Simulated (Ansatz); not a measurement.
## Geometry relaxation, with input and output: Al₂Ru (part 2 of 2)

The same run, continued: Al₂Ru (Fddd, 6 atoms in the cell); DFT PBEsol, scalar-relativistic, plane waves, PAW, no spin polarisation (Ansatz 0.2.0); cutoff 420 eV, 10×10×10 k-mesh, Gaussian smearing of 0.01 eV. The structure derives from a Materials Project entry.

Geometry of the input (Å; fractional positions):
```
0.0000  3.9898  4.3915
2.3525  0.0000  4.3915
2.3525  3.9898  0.0000
Al 0.0791  0.4209  0.0791
Al 0.4209  0.0791  0.4209
Al 0.1709  0.8291  0.1709
Al 0.8291  0.1709  0.8291
Ru 0.7500  0.7500  0.7500
Ru 0.5000  0.5000  0.5000
```

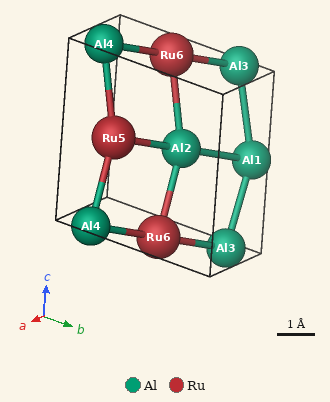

**Figure 1.** The geometry at step 2 of the log (ball-and-stick view of the reduced cell, seen slightly off an axis; atoms are numbered from 1 in the order of the input).

**Output, continued**
```
SCF iter   1: F=—  HF=-13735.320380 eV  |F-HF|=—  |Δ(HF+E_count)|=         —  Δρ=9.13e-5  dr2=1.20e-5  ethr=2.65e-8  ⟨swp⟩=2.0  Hψ=24360  notcnv=0
preconditioner: auto → none  [insulator: Δε(μ)=0.082 eV  Ē_g=6.547 eV  σ=0.010 eV  W_gap=1.00  n_scr=16 (ndim 8)  ℏωp=21.7 eV  f_vac=0.000  D(μ)=0.00/eV (n_scr^D=0)  ε∞_Penn≈12.0]
SCF iter   2: F=—  HF=-13735.320356 eV  |F-HF|=—  |Δ(HF+E_count)|=   2.41e-5  Δρ=2.20e-5  dr2=4.03e-7  ethr=2.65e-8  ⟨swp⟩=2.3  Hψ=6020  notcnv=0
iter 3 did not close the SCF: its close was put off for the readings that it lacked (scf_convergence_deferred on its scf_iter line)
SCF iter   3: F=-13735.320356 eV  HF=-13735.320356 eV  |F-HF|=3.13e-8  |Δ(HF+E_count)|=   1.42e-7  Δρ=6.58e-6  dr2=3.86e-8  ethr=9.17e-10  ⟨swp⟩=2.4  Hψ=7893  notcnv=0
iter 4 did not close the SCF: its close was put off for the readings that it lacked (scf_convergence_deferred on its scf_iter line)
SCF iter   4: F=-13735.320356 eV  HF=-13735.320356 eV  |F-HF|=6.26e-10  |Δ(HF+E_count)|=   9.67e-9  Δρ=1.09e-6  dr2=8.17e-10  ethr=8.76e-11  ⟨swp⟩=2.0  Hψ=6089  notcnv=0
iter 5 did not close the SCF: its close was put off for the readings that it lacked (scf_convergence_deferred on its scf_iter line)
SCF iter   5: F=-13735.320356 eV  HF=-13735.320356 eV  |F-HF|=1.46e-11  |Δ(HF+E_count)|=  8.73e-11  Δρ=1.98e-7  dr2=2.32e-11  ethr=1.86e-12  ⟨swp⟩=2.2  Hψ=8238  notcnv=0
SCF iter   6: F=-13735.320356 eV  HF=-13735.320356 eV  |F-HF|=3.64e-12  |Δ(HF+E_count)|=  7.28e-12  Δρ=3.18e-8  dr2=5.23e-13  ethr=1.00e-12  ⟨swp⟩=4.0  Hψ=19134  notcnv=0
SCF 3 converged in 6 iterations: F = -13735.320356 eV  dr2 = 5.23e-13
relax step   3: F+E_penalty+E_count = -13735.32035599 eV  Δ(F+E_penalty+E_count) = -5.386e-6 eV  max|allowed force component| = 1.967e-3 eV/Å  Δτ_max = 0.0001 Å  P = +0.005 GPa  Ω = 82.205 Å³  energy of the carried Pulay correction = +7.639e-5 eV  (6 SCF iters, accepted)
Initial wavefunctions: pseudopotential atomic-orbital guess (no wavefunctions were taken with the density)
iter 1 solved again at ethr=1.21e-7 eV; its pass at ethr=3.10e-3 eV (dr2=5.33e-5 eV) is discarded
SCF iter   1: F=—  HF=-13735.320304 eV  |F-HF|=—  |Δ(HF+E_count)|=         —  Δρ=3.79e-6  dr2=1.86e-9  ethr=1.21e-7  ⟨swp⟩=3.0  Hψ=35321  notcnv=0
eigensolver tolerance schedule: the retry pair's looser diagonalisation over-reported the residual by 28691.09 of it (diagonalisation noise at an unbounded share of the residual, at the tolerance the schedule requests for it); recorded, not acted on — ethr = c·dr2/N_el stays at c = 1.0e-1
preconditioner: auto → none  [insulator: Δε(μ)=0.084 eV  Ē_g=6.547 eV  σ=0.010 eV  W_gap=1.00  n_scr=16 (ndim 8)  ℏωp=21.7 eV  f_vac=0.000  D(μ)=0.00/eV (n_scr^D=0)  ε∞_Penn≈12.0]
SCF iter   2: F=—  HF=-13735.320282 eV  |F-HF|=—  |Δ(HF+E_count)|=   2.18e-5  Δρ=1.67e-6  dr2=2.89e-10  ethr=4.22e-12  ⟨swp⟩=3.0  Hψ=10163  notcnv=0
iter 3 did not close the SCF: its close was put off for the readings that it lacked (scf_convergence_deferred on its scf_iter line)
SCF iter   3: F=-13735.320282 eV  HF=-13735.320282 eV  |F-HF|=1.46e-11  |Δ(HF+E_count)|=  2.47e-10  Δρ=3.66e-7  dr2=1.44e-11  ethr=1.00e-12  ⟨swp⟩=1.3  Hψ=5038  notcnv=0
iter 4 did not close the SCF: its close was put off for the readings that it lacked (scf_convergence_deferred on its scf_iter line)
SCF iter   4: F=-13735.320282 eV  HF=-13735.320282 eV  |F-HF|=3.64e-12  |Δ(HF+E_count)|=  1.82e-11  Δρ=4.08e-8  dr2=3.27e-13  ethr=1.00e-12  ⟨swp⟩=1.0  Hψ=4788  notcnv=0
iter 5 did not close the SCF: its close was put off for the readings that it lacked (scf_convergence_deferred on its scf_iter line)
SCF iter   5: F=-13735.320282 eV  HF=-13735.320282 eV  |F-HF|=1.82e-12  |Δ(HF+E_count)|=    0.00e0  Δρ=8.20e-9  dr2=3.27e-14  ethr=1.00e-12  ⟨swp⟩=1.0  Hψ=4788  notcnv=0
iter 6 did not close the SCF: its close was put off for the readings that it lacked (scf_convergence_deferred on its scf_iter line)
SCF iter   6: F=-13735.320282 eV  HF=-13735.320282 eV  |F-HF|=0.00e0  |Δ(HF+E_count)|=    0.00e0  Δρ=9.54e-10  dr2=7.93e-16  ethr=1.00e-12  ⟨swp⟩=1.0  Hψ=4788  notcnv=0
SCF iter   7: F=-13735.320282 eV  HF=-13735.320282 eV  |F-HF|=3.64e-12  |Δ(HF+E_count)|=  1.82e-12  Δρ=2.03e-10  dr2=1.93e-17  ethr=1.00e-12  ⟨swp⟩=2.0  Hψ=13527  notcnv=0
SCF 4 converged in 7 iterations: F = -13735.320282 eV  dr2 = 1.93e-17
relax step   4: F+E_penalty+E_count = -13735.32028208 eV  Δ(F+E_penalty+E_count) = +7.391e-5 eV  max|allowed force component| = 1.960e-3 eV/Å  Δτ_max = 0.0000 Å  P = +0.004 GPa  Ω = 82.205 Å³  stress off target by 1.04e-2 GPa  SCF on the basis re-selected at this cell (its energy is not comparable with the rows above)  (7 SCF iters)
basis re-selected at this cell: Δ(F+E_penalty+E_count) = +7.391e-5 eV, ΔP = -0.001 GPa vs the last step (what re-selecting the basis moved, of the pressure what is left beyond the Pulay correction that the steps carried, after the strain that the cell walked since its last selection, with what the two solves' SCF thresholds leave and, on support functions, any second-order correction that the steps lacked; it is no measure of the basis error at this ecutwfc). This SCF's stress stands 1.04e-2 GPa from its target on what of the cell is left free (relax.cell.stress_tol is 5.00e-2 GPa) and its largest allowed force component is 1.96e-3 eV/Å (relax.f_tol is 5.00e-3 eV/Å): within both
SCF converged after 7 iterations
Free energy (F): -13735.320282 eV
Harris-Foulkes:  -13735.320282 eV  (|F-HF|=3.64e-12)
Internal energy: -13735.320282 eV  (E = F + TS)
E sigma→0 (E₀):  -13735.320282 eV
Fermi energy:    14.172092 eV
--- Per-component energies (eV) ---
  E_band       = -288.709303
  E_kinetic    = 1133.846391
  E_local      = -4201.905774  (includes V_loc(G=0)·N_el)
  E_nonlocal   = 732.961436
  E_hartree    = 1554.821446
  E_xc         = -542.196657
  E_vxc        = -601.270243  (∫ρ·V_xc dr)
  E_paw        = -8620.114183  (= ΣΔE_a)
  E_vpaw       = -461.983606  (= ΣTr[D̂ρ^β])
  E_aug_tail   = -0.000400  (compensation charges beyond the density's cutoff)
  E_ewald      = -3793.315689
  E_core_change = 0.583148  (= ΣΔE_core)
  E_smearing   = -0.000000  (= −TS)
  E_closure    = -0.000000  (closes the sum)
  Σ components = -13735.320282   (vs F -13735.320282, Δ=0.00e0)
--- Forces (eV/Å), atoms counted from 1 ---
  atom   1  Al     0.00000000    -0.00196001     0.00000000
  atom   2  Al    -0.00000000     0.00196001     0.00000000
  atom   3  Al     0.00000000     0.00196001     0.00000000
  atom   4  Al    -0.00000000    -0.00196001     0.00000000
  atom   5  Ru     0.00000000     0.00000000     0.00000000
  atom   6  Ru     0.00000000     0.00000000     0.00000000
  max |Σ_I F_I| component: 6.94e-18 eV/Å
--- Stress (GPa, compression-positive) ---
        0.009016       0.000000       0.000000
        0.000000       0.010423       0.000000
        0.000000       0.000000      -0.008537
  P = ⅓ Tr σ = 0.0036 GPa (0.036 kbar)
--- Band table (eV; the first three rows and the last of 171) ---
  k-point 0: bands = ["-58.3680", "-58.3552", "-28.5294", "-28.4452", "-28.4424", "-28.3930", "-28.3814", "-28.3766", "3.0668", "7.8851", "9.4532", "9.4992", "9.9859", "10.4651", "10.6599", "10.6874", "10.8387", "11.1718", "12.1170", "12.8812", "12.9012", "14.1306", "15.8130", "16.4213", "16.4893", "16.7272", "16.9110", "17.5607"]
  k-point 1: bands = ["-58.3678", "-58.3554", "-28.5284", "-28.4516", "-28.4371", "-28.3934", "-28.3814", "-28.3766", "3.1854", "7.8893", "9.0770", "9.5192", "9.7275", "10.6461", "10.6950", "10.8599", "11.0313", "11.2266", "12.0308", "12.8072", "12.9098", "13.6270", "15.7052", "15.8943", "16.4167", "16.6504", "16.9086", "17.8486"]
  k-point 2: bands = ["-58.3671", "-58.3560", "-28.5255", "-28.4598", "-28.4323", "-28.3940", "-28.3819", "-28.3762", "3.5361", "7.8529", "8.4702", "9.2694", "9.7233", "10.5525", "10.6510", "11.0384", "11.2164", "11.7191", "11.9646", "12.5523", "12.7685", "12.9841", "15.0248", "15.7597", "16.2785", "16.3843", "17.4119", "18.1266"]
  k-point 170: bands = ["-58.3615", "-58.3615", "-28.4874", "-28.4874", "-28.4274", "-28.4274", "-28.3709", "-28.3709", "5.0014", "5.0014", "8.9306", "8.9306", "10.3761", "10.3761", "10.6220", "10.6220", "11.7864", "11.7864", "12.5394", "12.5394", "12.7788", "12.7788", "16.3852", "16.3852", "16.6051", "16.6051", "17.7656", "17.7656"]
--- Relaxed structure (3 steps of the walk, 3 accepted, 1 SCFs on fresh bases) ---
  F+E_penalty+E_count = -13735.32028208 eV   max|allowed force component| = 1.960e-3 eV/Å   (the final SCF, on the basis selected at the relaxed cell)
  cell:  # Å, volume = 82.2048 Å³
    - [0.0, 3.9876480405657766, 4.385079348727903]
    - [2.3505690924146596, 0.0, 4.385079348727903]
    - [2.3505690924146596, 3.9876480405657766, 0.0]
  atoms:
    - { symbol: Al, position: [0.07894817355252201, 0.42105182644747796, 0.07894817355252201] }
    - { symbol: Al, position: [0.421051826447478, 0.07894817355252193, 0.42105182644747796] }
    - { symbol: Al, position: [0.1710518264474779, 0.8289481735525219, 0.1710518264474779] }
    - { symbol: Al, position: [0.828948173552522, 0.17105182644747785, 0.8289481735525219] }
    - { symbol: Ru, position: [0.7499999999999998, 0.75, 0.7500000000000001] }
    - { symbol: Ru, position: [0.49999999999999994, 0.49999999999999994, 0.49999999999999994] }
```

**Trajectory as extended XYZ (Å, eV, eV/Å), 4 frames, from step=1 to step=4**
```
6
Lattice="0.0000 3.9898 4.3915 2.3525 0.0000 4.3915 2.3525 3.9898 0.0000" Properties=species:S:1:pos:R:3:forces:R:3 step=1 energy=-13735.31983 pressure_GPa=-0.53
Al    1.1762    0.6309    2.1958    0.0000  -0.0150   0.0000
Al    1.1762    3.3590    2.1958    0.0000   0.0150   0.0000
Al    2.3525    1.3640    4.3915    0.0000   0.0150   0.0000
Al    2.3525    6.6156    4.3915    0.0000  -0.0150   0.0000
Ru    3.5287    5.9848    6.5873    0.0000   0.0000   0.0000
Ru    2.3525    3.9898    4.3915    0.0000   0.0000   0.0000
6
Lattice="0.0000 3.9870 4.3850 2.3497 0.0000 4.3850 2.3497 3.9870 0.0000" Properties=species:S:1:pos:R:3:forces:R:3 step=2 energy=-13735.32035 pressure_GPa=0.10
Al    1.1749    0.6297    2.1925    0.0000  -0.0018   0.0000
Al    1.1749    3.3573    2.1925    0.0000   0.0018   0.0000
Al    2.3497    1.3638    4.3850    0.0000   0.0018   0.0000
Al    2.3497    6.6102    4.3850    0.0000  -0.0018   0.0000
Ru    3.5246    5.9805    6.5775    0.0000   0.0000   0.0000
Ru    2.3497    3.9870    4.3850    0.0000   0.0000   0.0000
6
Lattice="0.0000 3.9876 4.3851 2.3506 0.0000 4.3851 2.3506 3.9876 0.0000" Properties=species:S:1:pos:R:3:forces:R:3 step=3 energy=-13735.32036 pressure_GPa=0.00
Al    1.1753    0.6296    2.1925    0.0000  -0.0020   0.0000
Al    1.1753    3.3580    2.1925    0.0000   0.0020   0.0000
Al    2.3506    1.3642    4.3851    0.0000   0.0020   0.0000
Al    2.3506    6.6111    4.3851    0.0000  -0.0020   0.0000
Ru    3.5259    5.9815    6.5776    0.0000   0.0000   0.0000
Ru    2.3506    3.9876    4.3851    0.0000   0.0000   0.0000
6
Lattice="0.0000 3.9876 4.3851 2.3506 0.0000 4.3851 2.3506 3.9876 0.0000" Properties=species:S:1:pos:R:3:forces:R:3 step=4 energy=-13735.32028 pressure_GPa=0.00
Al    1.1753    0.6296    2.1925    0.0000  -0.0020   0.0000
Al    1.1753    3.3580    2.1925    0.0000   0.0020   0.0000
Al    2.3506    1.3642    4.3851    0.0000   0.0020   0.0000
Al    2.3506    6.6111    4.3851    0.0000  -0.0020   0.0000
Ru    3.5259    5.9815    6.5776    0.0000   0.0000   0.0000
Ru    2.3506    3.9876    4.3851    0.0000   0.0000   0.0000
```

**Summary**

| quantity | value |
| --- | --- |
| outcome | converged |
| space group (tolerance 0.01 Å) | Fddd (70) |
| electrons treated | 44 |
| free energy | −13735.3203 eV |
| Fermi energy | 14.172 eV |
| gap on the k-point mesh | 0.08 eV |
| pressure | 0.00 GPa |
| final volume | 82.20 Å³ |
| largest force (length of the vector) at the end | 0.002 eV/Å |
| final cell | a = 5.927 Å, b = 4.975 Å, c = 4.629 Å, α = 76.12°, β = 54.58°, γ = 49.30° |
| hardware | 2 threads of Intel Xeon (Sapphire Rapids), 32 GiB of memory available, shared host |
| wall time | 34 s (CPU time 67 s) |
| peak memory | 0.65 GiB |
